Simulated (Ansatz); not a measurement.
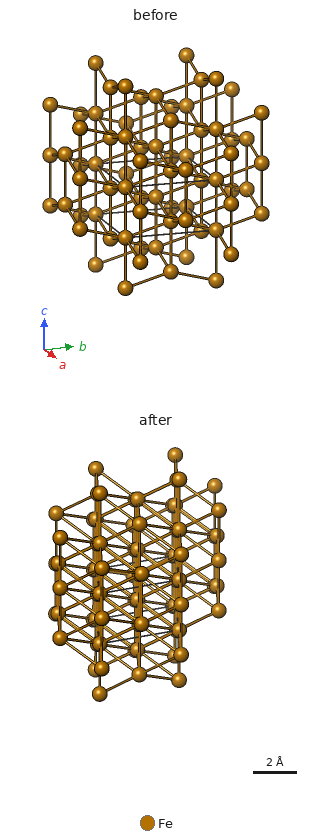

The structure of crystalline Fe (a generated structure, set up in I4_1/amd) before (top) and after (bottom) a relaxation, at one scale.

Style: ball-and-stick. Shown: the conventional cell (2 times the calculation's cell), repeated 1 × 1 × 2 with one cell outlined, slightly off an axis. Lengths and directions refer to the drawn axes.

Phase: beta-Sn type.

These are results of Ansatz 0.2.0, DFT, PBE, plane waves (420 eV) with PAW, scalar-relativistic, not measurements.

Input
```yaml
crystal:
  lattice:
    - [-2.245591907, 2.245591907, 1.2260931812]
    - [2.245591907, -2.245591907, 1.2260931812]
    - [2.245591907, 2.245591907, -1.2260931812]
  atoms:
    - { symbol: Fe, position: [0.0, 0.0, 0.0], spin: 2.5 }
    - { symbol: Fe, position: [0.75, 0.25, 0.5], spin: -2.5 }
hamiltonian:
  xc: pbe
  pseudopotentials:
    kind: paw
    azcp:
      Fe: "pseudopotentials/Fe.paw.azcp"
basis:
  ecutwfc: 420
  fft_grid_basis: typed
kpoints:
  mp_grid: { grid: [14, 14, 10], shift: [0, 0, 0] }
magnetization:
  spin_polarized: true
scf:
  occupations: { method: fermi_dirac, width: 0.05 }
relax:
  max_steps: 60
  f_tol: 0.01
  cell: {}
```

Launched with:
```bash
ansatz run input.yaml --threads 1 --pin off --max-ram 3584MiB --backend cpu --events-out ev --progress --plain --runs-dir out
```

Q: Describe what moved and what it gained.

A: The run was cut off at its time limit before the relaxation converged, so the last structure is only a point on the way. No atom moves by more than 0.005 Å relative to the cell. Cell: a = b 4.491 → 4.486 Å (−0.1 %), c 2.452 → 2.440 Å (−0.5 %), α 90.0° → 89.9°, β 90.0° → 89.9°, γ 90.0° → 121.4°. Volume −15.3 %. Some distances before and after: Fe1–Fe1 3.404 → 2.507 Å, Fe1–Fe1 (another image) 2.452 → 2.440 Å. New bonds form: Fe1–Fe1 (3.40 → 2.51 Å), Fe1–Fe1 (3.40 → 2.52 Å), Fe2–Fe2 (3.40 → 2.51 Å), Fe2–Fe2 (3.40 → 2.52 Å). Among the angles between lasting bonds that change: Fe2–Fe1–Fe2 94.0° → 123.6°, Fe2–Fe1–Fe2 94.0° → 65.3°, Fe2–Fe1–Fe2 94.0° → 65.5°. The space group (tolerance 0.01 Å) goes from I4_1/amd (No. 141) to C2/c (No. 15). The energy falls by 322 meV per atom in 12 accepted moves (13 points after the start). The largest force component goes from 0.0022 to 0.007 eV/Å. Pressure: −3.13 GPa at the start and −3.74 GPa at the end. The line search rejected the trial step at point 12 of the run.
